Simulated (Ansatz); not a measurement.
**Geometry relaxation, with input and output: WS2 (part 2 of 2)**

Continued. System: WS2 (P6₃/mmc, 6 atoms in the cell). Method: DFT LDA, scalar-relativistic, plane waves, PAW, no spin polarisation (Ansatz 0.2.0); cutoff 420 eV, 12×12×2 k-mesh, Gaussian smearing of 0.02 eV. The structure derives from a Materials Project entry.

Geometry of the input (Å; fractional positions):
```
3.1842  0.0000  0.0000
-1.5921  2.7576  0.0000
0.0000  0.0000  12.9783
W  0.3333  0.6667  0.2500
W  0.6667  0.3333  0.7500
S  0.3333  0.6667  0.6298
S  0.6667  0.3333  0.1298
S  0.3333  0.6667  0.8702
S  0.6667  0.3333  0.3702
```

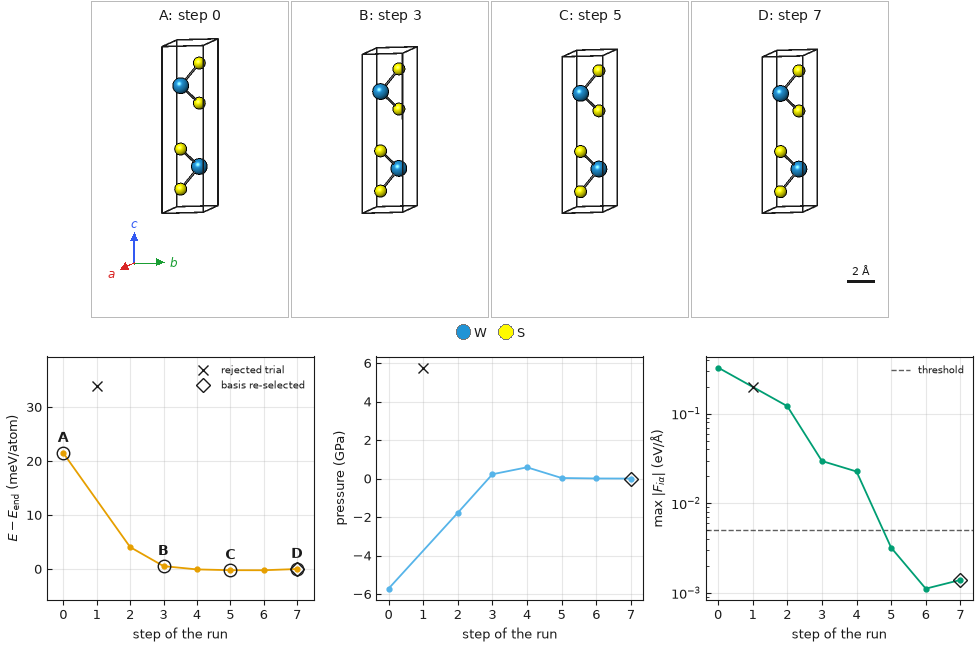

**Figure 1.** Frames of the relaxation (ball-and-stick view of the cell of the calculation, seen slightly off an axis) above the curves, on which the letters mark them (the first geometry is step 0 here and step 1 in the log).

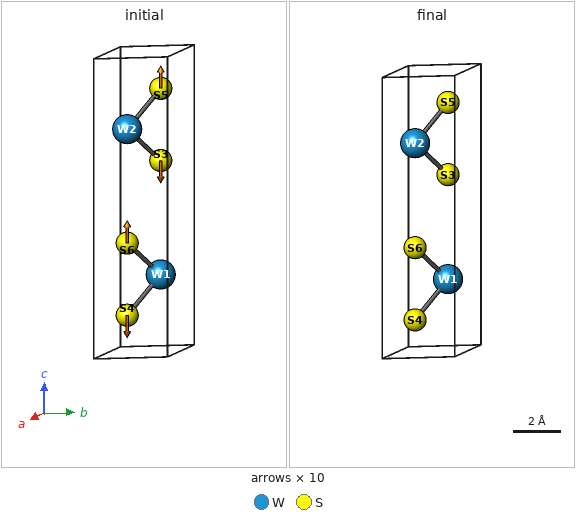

**Figure 2.** Before (left) and after (right) the relaxation, at one scale (ball-and-stick view of the cell of the calculation, seen slightly off an axis). The orange arrows give the displacements (without the part carried along by the change of the cell), magnified 10 times. The largest moves relative to the cell, 0.10 Å, are those of S3, S4, S5 and S6. W stays in place. The volume changes by −9.6 %, with a = b 3.184 → 3.127 Å (−1.8 %), c 12.978 → 12.163 Å (−6.3 %). Among the contacts that change: W1–S4 2.411 → 2.387 Å. The space group stays P6_3/mmc (No. 194). After 6 geometry steps the energy has fallen by 21.7 meV per atom. The largest force component goes from 0.33 to 0.0014 eV/Å. The pressure goes from −5.72 to 0.00 GPa. The line search rejected the trial step at point 1 (counted from 0) and went back. A last SCF at the same geometry on a re-selected plane-wave basis shifts the energy by +0.2 meV per atom. (Atoms are counted from 1 in the order of the input.)

```
basis re-selected at this cell: Δ(F+E_penalty+E_count) = +1.359e-3 eV, ΔP = -0.005 GPa vs the last step (what re-selecting the basis moved, of the pressure what is left beyond the Pulay correction that the steps carried, after the strain that the cell walked since its last selection, with what the two solves' SCF thresholds leave and, on support functions, any second-order correction that the steps lacked; it is no measure of the basis error at this ecutwfc). This SCF's stress stands 3.99e-3 GPa from its target on what of the cell is left free (relax.cell.stress_tol is 5.00e-2 GPa) and its largest allowed force component is 1.40e-3 eV/Å (relax.f_tol is 5.00e-3 eV/Å): within both
SCF converged after 6 iterations
Free energy (F): -23743.380897 eV
Harris-Foulkes:  -23743.380897 eV  (|F-HF|=3.64e-12)
Internal energy: -23743.380897 eV  (E = F + TS)
E sigma→0 (E₀):  -23743.380897 eV
Fermi energy:    12.473124 eV
--- Per-component energies (eV) ---
  E_band       = -358.887920
  E_kinetic    = 1340.385474
  E_local      = -3429.450309  (includes V_loc(G=0)·N_el)
  E_nonlocal   = 130.611074
  E_hartree    = 1358.723975
  E_xc         = -919.677258
  E_vxc        = -834.682619  (∫ρ·V_xc dr)
  E_paw        = -18894.945882  (= ΣΔE_a)
  E_vpaw       = -283.199279  (= ΣTr[D̂ρ^β])
  E_aug_tail   = -0.000130  (compensation charges beyond the density's cutoff)
  E_ewald      = -3330.206936
  E_core_change = 1.179096  (= ΣΔE_core)
  E_smearing   = -0.000000  (= −TS)
  E_closure    = 0.000000  (closes the sum)
  Σ components = -23743.380897   (vs F -23743.380897, Δ=0.00e0)
--- Forces (eV/Å), atoms counted from 1 ---
  atom   1  W      0.00000000     0.00000000     0.00000000
  atom   2  W     -0.00000000    -0.00000000     0.00000000
  atom   3  S      0.00000000     0.00000000    -0.00139811
  atom   4  S     -0.00000000    -0.00000000    -0.00139811
  atom   5  S      0.00000000     0.00000000     0.00139811
  atom   6  S      0.00000000    -0.00000000     0.00139811
  max |Σ_I F_I| component: 1.62e-17 eV/Å
--- Stress (GPa, compression-positive) ---
        0.003993       0.000000       0.000000
        0.000000       0.003993       0.000000
        0.000000       0.000000       0.001317
  P = ⅓ Tr σ = 0.0031 GPa (0.031 kbar)
--- Band table (eV; the first three rows and the last of 38) ---
  k-point 0: bands = ["-62.4667", "-62.4667", "-26.7933", "-26.7932", "-26.5743", "-26.5743", "-26.5743", "-26.5743", "-3.7496", "-3.4824", "-2.1490", "-1.6325", "4.1635", "5.3473", "7.9950", "8.4601", "8.4601", "8.4750", "8.4750", "9.7446", "9.7446", "9.8046", "9.8046", "10.6016", "10.6480", "12.0515", "14.3623", "14.3623", "14.3721", "14.3721", "14.4406", "14.4406"]
  k-point 1: bands = ["-62.4667", "-62.4667", "-26.7933", "-26.7933", "-26.5743", "-26.5743", "-26.5743", "-26.5743", "-3.6325", "-3.6325", "-1.8799", "-1.8799", "4.6707", "4.6707", "8.4674", "8.4674", "8.4674", "8.4674", "9.0233", "9.0233", "9.7745", "9.7745", "9.7745", "9.7745", "11.7172", "11.7172", "14.3541", "14.3541", "14.3541", "14.3541", "14.5621", "14.5621"]
  k-point 2: bands = ["-62.4652", "-62.4652", "-26.7882", "-26.7881", "-26.6025", "-26.6025", "-26.5808", "-26.5808", "-3.6254", "-3.3580", "-2.0959", "-1.5950", "4.3104", "5.4935", "7.8153", "8.1460", "8.1717", "8.5800", "8.6019", "9.2763", "9.5484", "9.6142", "9.8125", "10.6724", "10.7717", "11.8102", "14.2479", "14.2559", "14.3080", "14.3126", "14.3809", "14.5586"]
  k-point 37: bands = ["-62.4419", "-62.4419", "-26.8790", "-26.8790", "-26.8385", "-26.8385", "-26.7066", "-26.7066", "-0.9198", "-0.9198", "-0.8875", "-0.8875", "5.3165", "5.3165", "5.7779", "5.7779", "6.7070", "6.7070", "7.1866", "7.1866", "8.2292", "8.2292", "8.8874", "8.8874", "11.3038", "11.3038", "13.3230", "13.3230", "14.4952", "14.4952", "15.4905", "15.4905"]
--- Relaxed structure (7 steps of the walk, 6 accepted, 1 SCFs on fresh bases) ---
  F+E_penalty+E_count = -23743.38089701 eV   max|allowed force component| = 1.398e-3 eV/Å   (the final SCF, on the basis selected at the relaxed cell)
  cell:  # Å, volume = 102.9809 Å³
    - [3.126784987395396, 2.834679270568105e-9, 0.0]
    - [-1.5633924961526022, 2.7078752298388786, 0.0]
    - [0.0, 0.0, 12.162700498995294]
  atoms:
    - { symbol: W, position: [0.33333333333333337, 0.6666666666666667, 0.24999999999999997] }
    - { symbol: W, position: [0.6666666666666667, 0.33333333333333337, 0.7499999999999999] }
    - { symbol: S, position: [0.33333333333333337, 0.6666666666666667, 0.6215753874389144] }
    - { symbol: S, position: [0.6666666666666667, 0.33333333333333337, 0.12157538743891458] }
    - { symbol: S, position: [0.33333333333333337, 0.6666666666666667, 0.8784246125610854] }
    - { symbol: S, position: [0.6666666666666667, 0.33333333333333337, 0.37842461256108545] }
```

Trajectory as extended XYZ (Å, eV, eV/Å), 8 frames, from step=1 to step=8
```
6
Lattice="3.1842 0.0000 0.0000 -1.5921 2.7576 0.0000 0.0000 0.0000 12.9783" Properties=species:S:1:pos:R:3:forces:R:3 step=1 energy=-23743.25191 pressure_GPa=-5.72
W     0.0000    1.8384    3.2446    0.0000   0.0000   0.0000
W     1.5921    0.9192    9.7337    0.0000   0.0000   0.0000
S     0.0000    1.8384    8.1738    0.0000   0.0000   0.3272
S     1.5921    0.9192    1.6846    0.0000   0.0000   0.3272
S     0.0000    1.8384   11.2936    0.0000   0.0000  -0.3272
S     1.5921    0.9192    4.8045    0.0000   0.0000  -0.3272
6
Lattice="3.0314 0.0000 0.0000 -1.5157 2.6252 0.0000 0.0000 0.0000 12.4194" Properties=species:S:1:pos:R:3:forces:R:3 step=2 energy=-23743.17738 pressure_GPa=5.77 accepted=F
W     0.0000    1.7502    3.1048    0.0000   0.0000   0.0000
W     1.5157    0.8751    9.3145    0.0000   0.0000   0.0000
S     0.0000    1.7502    7.7057    0.0000   0.0000   0.1997
S     1.5157    0.8751    1.4960    0.0000   0.0000   0.1997
S     0.0000    1.7502   10.9234    0.0000   0.0000  -0.1997
S     1.5157    0.8751    4.7137    0.0000   0.0000  -0.1997
6
Lattice="3.1348 0.0000 0.0000 -1.5674 2.7148 0.0000 0.0000 0.0000 12.6798" Properties=species:S:1:pos:R:3:forces:R:3 step=3 energy=-23743.35647 pressure_GPa=-1.78
W     0.0000    1.8099    3.1700    0.0000   0.0000   0.0000
W     1.5674    0.9049    9.5099    0.0000   0.0000   0.0000
S     0.0000    1.8099    7.9428    0.0000   0.0000   0.1214
S     1.5674    0.9049    1.6029    0.0000   0.0000   0.1214
S     0.0000    1.8099   11.0769    0.0000   0.0000  -0.1214
S     1.5674    0.9049    4.7370    0.0000   0.0000  -0.1214
6
Lattice="3.1211 0.0000 0.0000 -1.5605 2.7029 0.0000 0.0000 0.0000 12.3634" Properties=species:S:1:pos:R:3:forces:R:3 step=4 energy=-23743.37768 pressure_GPa=0.23
W     0.0000    1.8020    3.0909    0.0000   0.0000   0.0000
W     1.5605    0.9010    9.2726    0.0000   0.0000   0.0000
S     0.0000    1.8020    7.7087    0.0000   0.0000  -0.0297
S     1.5605    0.9010    1.5270    0.0000   0.0000  -0.0297
S     0.0000    1.8020   10.8364    0.0000   0.0000   0.0297
S     1.5605    0.9010    4.6547    0.0000   0.0000   0.0297
6
Lattice="3.1221 0.0000 0.0000 -1.5611 2.7038 0.0000 0.0000 0.0000 12.1006" Properties=species:S:1:pos:R:3:forces:R:3 step=5 energy=-23743.38133 pressure_GPa=0.59
W     0.0000    1.8026    3.0251    0.0000   0.0000   0.0000
W     1.5611    0.9013    9.0754    0.0000   0.0000   0.0000
S     0.0000    1.8026    7.5132    0.0000   0.0000  -0.0227
S     1.5611    0.9013    1.4630    0.0000   0.0000  -0.0227
S     0.0000    1.8026   10.6376    0.0000   0.0000   0.0227
S     1.5611    0.9013    4.5873    0.0000   0.0000   0.0227
6
Lattice="3.1257 0.0000 0.0000 -1.5629 2.7070 0.0000 0.0000 0.0000 12.1768" Properties=species:S:1:pos:R:3:forces:R:3 step=6 energy=-23743.38221 pressure_GPa=0.03
W     0.0000    1.8046    3.0442    0.0000   0.0000   0.0000
W     1.5629    0.9023    9.1326    0.0000   0.0000   0.0000
S     0.0000    1.8046    7.5699    0.0000   0.0000   0.0032
S     1.5629    0.9023    1.4815    0.0000   0.0000   0.0032
S     0.0000    1.8046   10.6953    0.0000   0.0000  -0.0032
S     1.5629    0.9023    4.6069    0.0000   0.0000  -0.0032
6
Lattice="3.1268 0.0000 0.0000 -1.5634 2.7079 0.0000 0.0000 0.0000 12.1627" Properties=species:S:1:pos:R:3:forces:R:3 step=7 energy=-23743.38226 pressure_GPa=0.01
W     0.0000    1.8053    3.0407    0.0000   0.0000   0.0000
W     1.5634    0.9026    9.1220    0.0000   0.0000   0.0000
S     0.0000    1.8053    7.5600    0.0000   0.0000  -0.0011
S     1.5634    0.9026    1.4787    0.0000   0.0000  -0.0011
S     0.0000    1.8053   10.6840    0.0000   0.0000   0.0011
S     1.5634    0.9026    4.6027    0.0000   0.0000   0.0011
6
Lattice="3.1268 0.0000 0.0000 -1.5634 2.7079 0.0000 0.0000 0.0000 12.1627" Properties=species:S:1:pos:R:3:forces:R:3 step=8 energy=-23743.38090 pressure_GPa=0.00
W     0.0000    1.8053    3.0407    0.0000   0.0000   0.0000
W     1.5634    0.9026    9.1220    0.0000   0.0000   0.0000
S     0.0000    1.8053    7.5600    0.0000   0.0000  -0.0014
S     1.5634    0.9026    1.4787    0.0000   0.0000  -0.0014
S     0.0000    1.8053   10.6840    0.0000   0.0000   0.0014
S     1.5634    0.9026    4.6027    0.0000   0.0000   0.0014
```

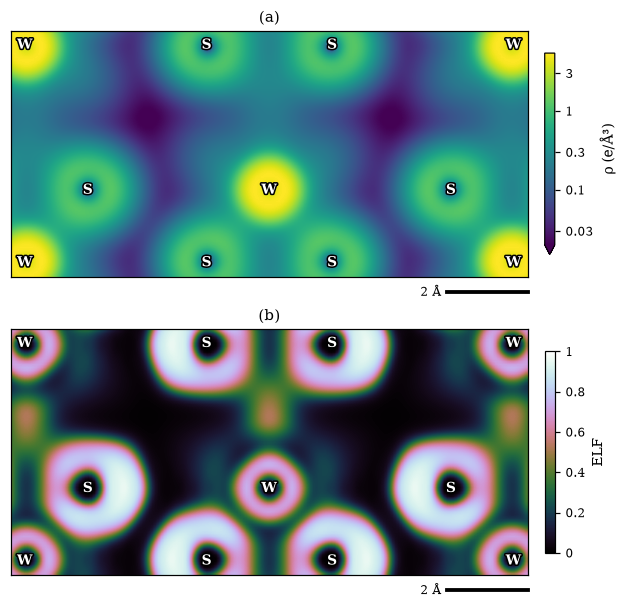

**Figure 3.** (a) valence pseudo-density; (b) electron localisation function on the (110) plane of the conventional cell. Atoms in the plane: W and S. W–S (2.39 Å): ρ is about 0.65 e/Å³ halfway; the ELF is about 0.50 at the midpoint. Away from the nuclei the density in this plane falls to 0.02 e/Å³ at its lowest. The ELF has a maximum of about 0.55 in the space between the atoms. The strong features right at W lie inside the PAW spheres (semicore, d or f shells) and say nothing about bonding. The fields are those of the smooth PAW valence density.

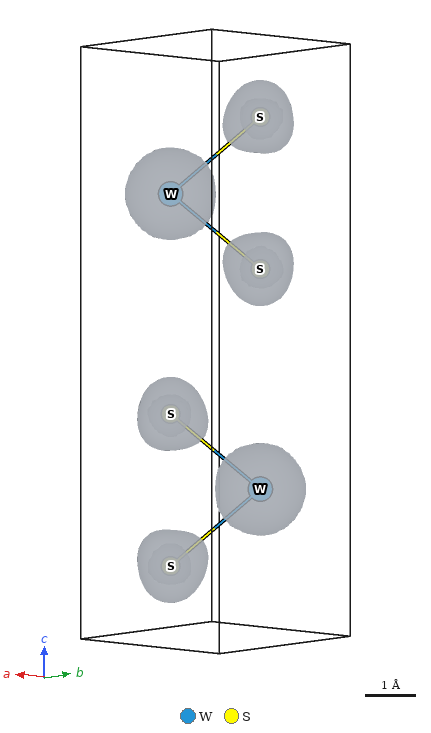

**Figure 4.** Isosurface of the valence pseudo-density at 1 e/Å³ (grey), seen at an oblique angle. Sticks mark near contacts. The outline is the cell set on symmetry axes. At this value the density breaks into separate islands; it holds about 45 % of the electrons treated as valence (semicore included). It is pinched off along the W–S (2.39 Å) contacts. On the grid the lowest density along these lines, outside the cores, is 0.65 e/Å³ (W–S, 2.39 Å).

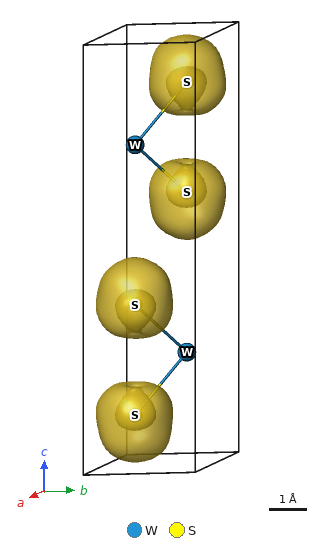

**Figure 5.** Isosurface of the ELF at 0.7 (yellow), seen slightly off an axis. Only the valence region is drawn (cores and ρ < 0.01 e/Å³ removed). Sticks mark near contacts. The outline is the cell set on symmetry axes. Profiles from the grid: W–S (2.39 Å): the ELF is about 0.50 at the midpoint.
